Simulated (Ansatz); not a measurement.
**TiAl3: a changed input and its effect**

System: TiAl3 (I4/mmm, 4 atoms in the cell).
Method of the first run: DFT PBE, scalar-relativistic, plane waves, PAW, no spin polarisation (Ansatz 0.2.0).

The structure derives from a Materials Project entry. Text and figures count atoms from 1; the logs count them from 0 in places.

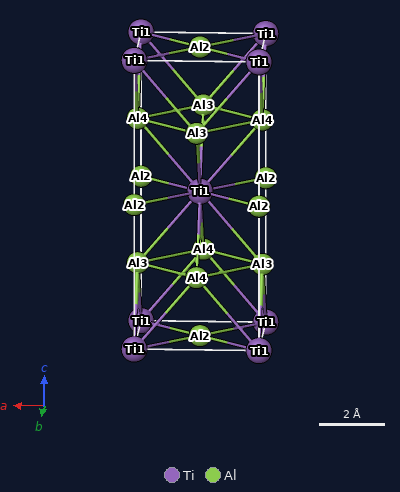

The structure (ball-and-stick view of the cell 2 times as large as that of the calculation, set on its symmetry axes, seen at an oblique angle; atoms are numbered from 1 in the order of the input).

### Input, the first run
```yaml
crystal:
  lattice:
    - [-1.9227454115, 1.9227454115, 4.5635781953]
    - [1.9227454115, -1.9227454115, 4.5635781953]
    - [1.9227454115, 1.9227454115, -4.5635781953]
  atoms:
    - { symbol: Ti, position: [0.0, 0.0, 0.0] }
    - { symbol: Al, position: [0.5, 0.5, 0.0] }
    - { symbol: Al, position: [0.75, 0.25, 0.5] }
    - { symbol: Al, position: [0.25, 0.75, 0.5] }
basis:
  ecutwfc: 420
kpoints:
  mp_grid: { grid: [16, 16, 16] }
hamiltonian:
  xc: pbe
scf:
  occupations: { method: gaussian, width: 0.1 }
output:
  forces: true
  stress: true
  eigenvalues: true
  populations: true
```

Hardware: 1 thread of an x86-64 CPU, shared host.

### Output, shortened to warnings, some set-up lines, iterations and results (the first run)
```
Basis set: ecut = 420 eV, 1323 PW (Γ), exchange–correlation on 72×72×72 points (8 copies of the dense FFT grid, shifted against one another)
Symmetry: 16 space group operations
k-points: 349 of 4096
Initial density: superposition of atomic densities (neutral atoms: chi_scale 0, normalization atom), corrected by the library's trained network
[...]
SCF iter   1: F=—  HF=-4113.635829 eV  |F-HF|=—  |Δ(HF+E_count)|=         —  Δρ=4.23e-3  dr2=2.17e-2  ethr=1.77e-3  ⟨swp⟩=5.5  Hψ=30106  notcnv=0
SCF iter   2: F=—  HF=-4113.633442 eV  |F-HF|=—  |Δ(HF+E_count)|=   2.39e-3  Δρ=1.86e-3  dr2=4.13e-3  ethr=1.04e-4  ⟨swp⟩=1.0  Hψ=8027  notcnv=0
SCF iter   3: F=—  HF=-4113.633007 eV  |F-HF|=—  |Δ(HF+E_count)|=   4.35e-4  Δρ=3.81e-4  dr2=8.10e-5  ethr=1.97e-5  ⟨swp⟩=2.0  Hψ=5897  notcnv=0
SCF iter   4: F=—  HF=-4113.632978 eV  |F-HF|=—  |Δ(HF+E_count)|=   2.87e-5  Δρ=5.79e-5  dr2=2.35e-6  ethr=3.86e-7  ⟨swp⟩=2.0  Hψ=7477  notcnv=0
SCF iter   5: F=-4113.632978 eV  HF=-4113.632978 eV  |F-HF|=3.01e-9  |Δ(HF+E_count)|=   2.94e-7  Δρ=9.37e-6  dr2=3.93e-8  ethr=1.12e-8  ⟨swp⟩=2.0  Hψ=7326  notcnv=0
SCF iter   6: F=-4113.632978 eV  HF=-4113.632978 eV  |F-HF|=8.26e-10  |Δ(HF+E_count)|=   2.38e-9  Δρ=1.49e-6  dr2=1.82e-9  ethr=1.87e-10  ⟨swp⟩=2.8  Hψ=17706  notcnv=0
SCF 1 converged in 6 iterations: F = -4113.632978 eV  dr2 = 1.82e-9
SCF converged after 6 iterations
Free energy (F): -4113.632978 eV
Harris-Foulkes:  -4113.632978 eV  (|F-HF|=8.26e-10)
Internal energy: -4113.625072 eV  (E = F + TS)
E sigma→0 (E₀):  -4113.629025 eV
Entropy (-TS):   -0.007906 eV (-1.976 meV/atom)
Fermi energy:    8.853199 eV
--- Per-component energies (eV) ---
  E_band       = -167.927661
  E_kinetic    = 339.153905
  E_local      = -1230.957743  (includes V_loc(G=0)·N_el)
  E_nonlocal   = 39.879580
  E_hartree    = 537.387998
  E_xc         = -216.221348
  E_vxc        = -208.230902  (∫ρ·V_xc dr)
  E_paw        = -2450.193881  (= ΣΔE_a)
  E_vpaw       = -182.547570  (= ΣTr[D̂ρ^β])
  E_aug_tail   = 0.000115  (compensation charges beyond the density's cutoff)
  E_ewald      = -1132.673698
  E_smearing   = -0.007906  (= −TS)
  E_closure    = 0.000000  (closes the sum)
  Σ components = -4113.632978   (vs F -4113.632978, Δ=0.00e0)
--- Forces (eV/Å), atoms counted from 1 ---
  atom   1  Ti     0.00000000     0.00000000     0.00000000
  atom   2  Al     0.00000000     0.00000000     0.00000000
  atom   3  Al     0.00000000     0.00000000     0.00000000
  atom   4  Al     0.00000000     0.00000000     0.00000000
  max |Σ_I F_I| component: 5.20e-18 eV/Å
--- Stress (GPa, compression-positive) ---
       -1.930706      -0.000000      -0.000000
       -0.000000      -1.930706      -0.000000
        0.000000      -0.000000     -10.732916
  P = ⅓ Tr σ = -4.8648 GPa (-48.648 kbar)
--- Löwdin populations: 4 sites ---
  site symbol       q [e]
     0     Ti     11.4645
     1     Al      3.1343
     2     Al      3.1283
     3     Al      3.1283
  spilling = 0.006880 (of n_electrons = 21.000000)
```

For the second run the input was changed thus:
```diff
-    - [-1.9227454115, 1.9227454115, 4.5635781953]
-    - [1.9227454115, -1.9227454115, 4.5635781953]
-    - [1.9227454115, 1.9227454115, -4.5635781953]
+    - [-1.9236054096, 1.9236054096, 4.1802443048]
+    - [1.9236054096, -1.9236054096, 4.1802443048]
+    - [1.9236054096, 1.9236054096, -4.1802443048]
```

Predict how the results change.

With the same functional and potentials, the second run lies 22.9 meV per atom lower. The pressure goes from −4.86 to 3.32 GPa. The volume per atom goes from 16.87 to 15.47 Å³. The number of SCF iterations is the same. The plane waves at Γ go from 1323 to 1233.

### Output, shortened to warnings, some set-up lines, iterations and results (the second run)
```
Basis set: ecut = 420 eV, 1233 PW (Γ), exchange–correlation on 72×72×72 points (8 copies of the dense FFT grid, shifted against one another)
Symmetry: 16 space group operations
k-points: 349 of 4096
Initial density: superposition of atomic densities (neutral atoms: chi_scale 0, normalization atom), corrected by the library's trained network
[...]
SCF iter   1: F=—  HF=-4113.725927 eV  |F-HF|=—  |Δ(HF+E_count)|=         —  Δρ=2.97e-3  dr2=7.35e-3  ethr=1.77e-3  ⟨swp⟩=5.4  Hψ=30135  notcnv=0
SCF iter   2: F=—  HF=-4113.724919 eV  |F-HF|=—  |Δ(HF+E_count)|=   1.01e-3  Δρ=1.51e-3  dr2=1.84e-3  ethr=3.50e-5  ⟨swp⟩=1.0  Hψ=8028  notcnv=0
SCF iter   3: F=—  HF=-4113.724662 eV  |F-HF|=—  |Δ(HF+E_count)|=   2.58e-4  Δρ=2.79e-4  dr2=6.14e-5  ethr=8.76e-6  ⟨swp⟩=2.1  Hψ=6289  notcnv=0
SCF iter   4: F=—  HF=-4113.724659 eV  |F-HF|=—  |Δ(HF+E_count)|=   2.75e-6  Δρ=3.46e-5  dr2=9.10e-7  ethr=2.92e-7  ⟨swp⟩=2.3  Hψ=7051  notcnv=0
SCF iter   5: F=-4113.724659 eV  HF=-4113.724659 eV  |F-HF|=4.11e-9  |Δ(HF+E_count)|=   1.31e-7  Δρ=8.59e-6  dr2=3.46e-8  ethr=4.33e-9  ⟨swp⟩=2.5  Hψ=7393  notcnv=0
SCF iter   6: F=-4113.724659 eV  HF=-4113.724659 eV  |F-HF|=1.19e-9  |Δ(HF+E_count)|=   1.86e-9  Δρ=1.56e-6  dr2=2.06e-9  ethr=1.65e-10  ⟨swp⟩=2.6  Hψ=17041  notcnv=0
SCF 1 converged in 6 iterations: F = -4113.724659 eV  dr2 = 2.06e-9
SCF converged after 6 iterations
Free energy (F): -4113.724659 eV
Harris-Foulkes:  -4113.724659 eV  (|F-HF|=1.19e-9)
Internal energy: -4113.715178 eV  (E = F + TS)
E sigma→0 (E₀):  -4113.719918 eV
Entropy (-TS):   -0.009481 eV (-2.370 meV/atom)
Fermi energy:    9.845482 eV
--- Per-component energies (eV) ---
  E_band       = -147.294114
  E_kinetic    = 345.255069
  E_local      = -1179.375298  (includes V_loc(G=0)·N_el)
  E_nonlocal   = 40.415013
  E_hartree    = 520.623667
  E_xc         = -218.719988
  E_vxc        = -211.527019  (∫ρ·V_xc dr)
  E_paw        = -2450.885889  (= ΣΔE_a)
  E_vpaw       = -183.307657  (= ΣTr[D̂ρ^β])
  E_aug_tail   = 0.000113  (compensation charges beyond the density's cutoff)
  E_ewald      = -1171.027865
  E_smearing   = -0.009481  (= −TS)
  E_closure    = -0.000000  (closes the sum)
  Σ components = -4113.724659   (vs F -4113.724659, Δ=0.00e0)
--- Forces (eV/Å), atoms counted from 1 ---
  atom   1  Ti    -0.00000000    -0.00000000    -0.00000000
  atom   2  Al     0.00000000    -0.00000000    -0.00000000
  atom   3  Al     0.00000000     0.00000000     0.00000000
  atom   4  Al    -0.00000000     0.00000000    -0.00000000
  max |Σ_I F_I| component: 3.47e-17 eV/Å
--- Stress (GPa, compression-positive) ---
        1.457596       0.000000       0.000000
        0.000000       1.457596      -0.000000
        0.000000       0.000000       7.046196
  P = ⅓ Tr σ = 3.3205 GPa (33.205 kbar)
--- Löwdin populations: 4 sites ---
  site symbol       q [e]
     0     Ti     11.5249
     1     Al      3.0700
     2     Al      3.1281
     3     Al      3.1281
  spilling = 0.007089 (of n_electrons = 21.000000)
```

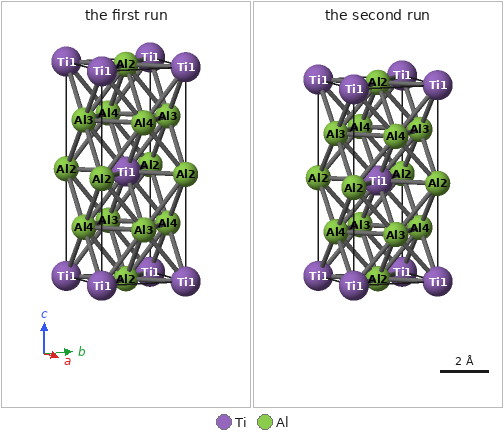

The two input geometries at one scale (ball-and-stick view of the cell 2 times as large as that of the calculation, set on its symmetry axes, seen slightly off an axis). No atom moves by more than 0.005 Å relative to the cell. The volume changes by −8.3 %, with a = b 3.845 → 3.847 Å (0.0 %), c 9.127 → 8.360 Å (−8.4 %). Among the contacts that change: Al2–Al3 2.984 → 2.841 Å, Ti1–Al3 2.984 → 2.841 Å.

### The two runs side by side

| quantity | the first run | the second run |
| --- | --- | --- |
| outcome | converged | converged |
| free energy per atom (eV) | −1028.4082 | −1028.4312 |
| energy per atom, smearing taken to zero (eV) | −1028.4073 | −1028.4300 |
| gap on the mesh (eV) | 0.00 | 0.00 |
| pressure (GPa) | −4.86 | 3.32 |
| volume per atom (Å³) | 16.87 | 15.47 |
| largest force (eV/Å) | 0.000 | 0.000 |
| SCF iterations | 6 | 6 |
| irreducible k-points | 349 | 349 |
| plane waves at Γ | 1323 | 1233 |
| wall time (shared host) | 10 s | 9.6 s |
